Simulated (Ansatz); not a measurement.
**A Fermi-surface study of TiSe$_{2}$ (P-3m1)**

```xyz
3
Lattice="3.5360 0.0000 0.0000 -1.7680 3.0623 0.0000 0.0000 0.0000 6.0040" Properties=species:S:1:pos:R:3 pbc="T T T"
Ti    0.0000    0.0000    0.0000
Se    0.0000    2.0415    1.5322
Se    1.7680    1.0208    4.4718
```

Theory: DFT PBE, scalar-relativistic, plane waves, PAW; levels and slopes on a dense k mesh at the converged density (Ansatz). No spin polarisation. The levels come from a k mesh of 24×24×12 points. The geometry was not relaxed.

## 1. The sheets

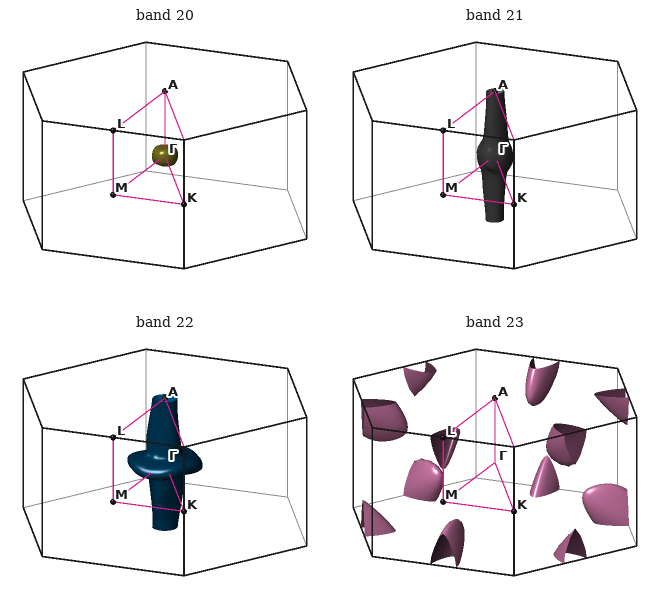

Computed Fermi surface of this crystal. Each panel holds one band. The brighter face of a sheet looks towards empty states.

Question: Summarise the topology of this Fermi surface.

Answer: Four bands cross the Fermi level; this is a three-dimensional metal.

Band 20: one hole pocket centred at Γ, no more than about three mesh steps wide (0.10 % of the zone).
Band 21: one open hole tube parallel to Γ–A.
Band 22: one open hole tube parallel to Γ–A.
Band 23: three electron pockets centred at L (each 0.90 % of the zone).
A pocket cut by a face of the zone is counted once with the part on the opposite face.

Question: What does the calculation give for N(E_F) and the Drude plasma frequency?

Answer: The density of states at the Fermi level is 0.90 states/eV per primitive cell. The intraband plasma frequencies along the cartesian axes x, y and z of the cell as given are 2.4, 2.4 and 1.6 eV.

## 2. Speeds

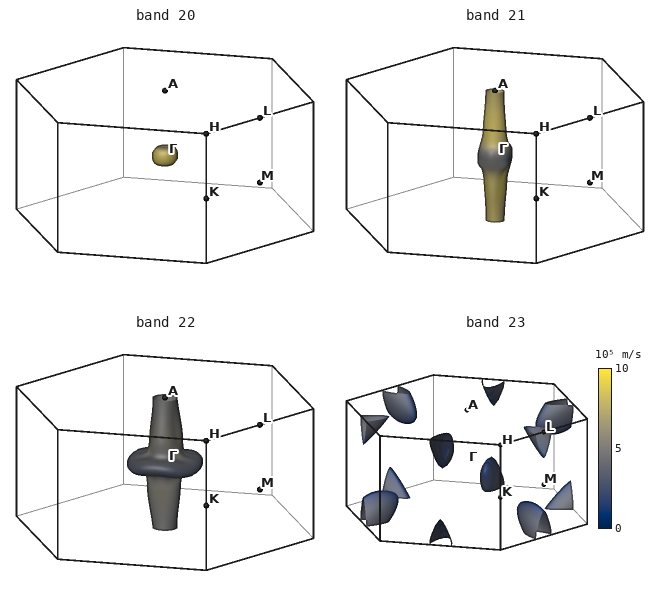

Fermi surface of this crystal, coloured by the Fermi speed.

Question: Give the range and mean of the Fermi speed for each band.

Answer: Band 20: 6.7 to 8.4 × 10⁵ m/s over most of the sheet, 7.8 × 10⁵ m/s on average over states. Band 21: 3.8 to 8.4 × 10⁵ m/s over most of the sheet, 6.6 × 10⁵ m/s on average over states. Band 22: 3.4 to 5.5 × 10⁵ m/s over most of the sheet, 4.5 × 10⁵ m/s on average over states. Band 23: 1.4 to 3.9 × 10⁵ m/s over most of the sheet, 2.8 × 10⁵ m/s on average over states.

Question: Which of these bands adds most to the density of states at the Fermi level?

Answer: Band 23, with 0.59 of 0.90 states/eV per cell.

## 3. Weight on the atoms

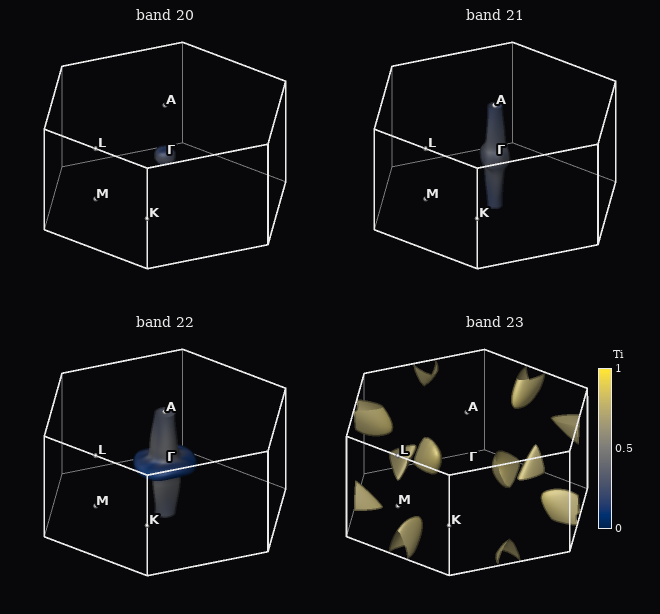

Fermi surface of this crystal, coloured by the weight of the states on Ti (Voronoi cells).

Question: On which elements do the states at the Fermi level lie?

Answer: Band 20: Se (74 %) and Ti (26 %). Band 21: Se (67 %) and Ti (33 %). Band 22: Se (74 %) and Ti (26 %). Band 23: Ti (73 %) and Se (27 %).

## 4. Cuts and bands

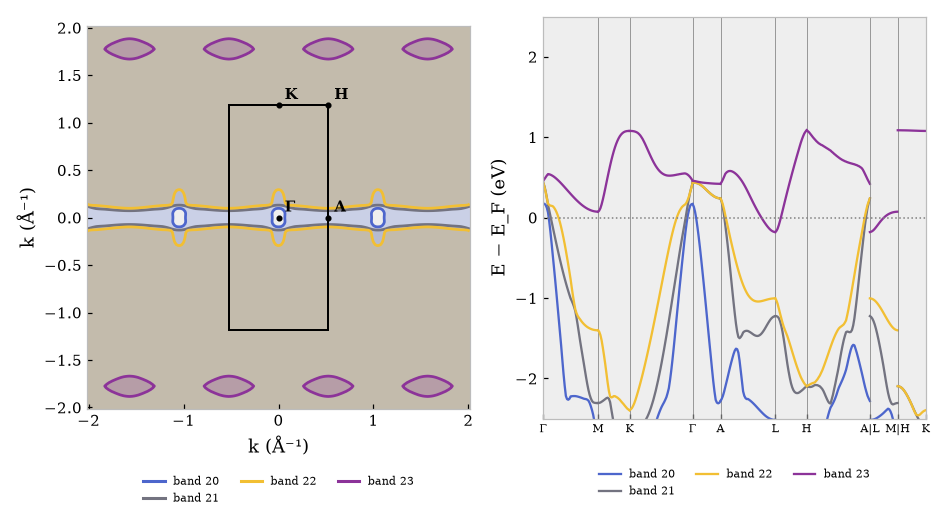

This crystal: cut through the Fermi surface in the plane through Γ, A and K, filled states shaded, and the bands that cross the Fermi level.

Question: Give each band's level at the labelled points, in eV from the Fermi level.

Answer:
```tsv
band	Γ	A	K	H	M	L
band 20	+0.17	−2.28	below	below	below	below
band 21	+0.43	+0.24	below	−2.10	−2.31	−1.23
band 22	+0.43	+0.24	−2.40	−2.10	−1.40	−1.00
band 23	+0.46	+0.42	+1.08	+1.09	+0.07	−0.18
```

Negative values are filled states; "above" and "below" lie outside the plotted window.

Spin-orbit coupling is left out; with Se it can split, shift or remove sheets. A magnetic state wasn't tried and may lie lower. Necks and pockets thinner than about two mesh steps aren't resolved, so separate pockets may in truth be joined.

Time for the whole run: 79 s on 1 thread of Arm Neoverse V1, on a shared host, peak memory 0.77 GiB.
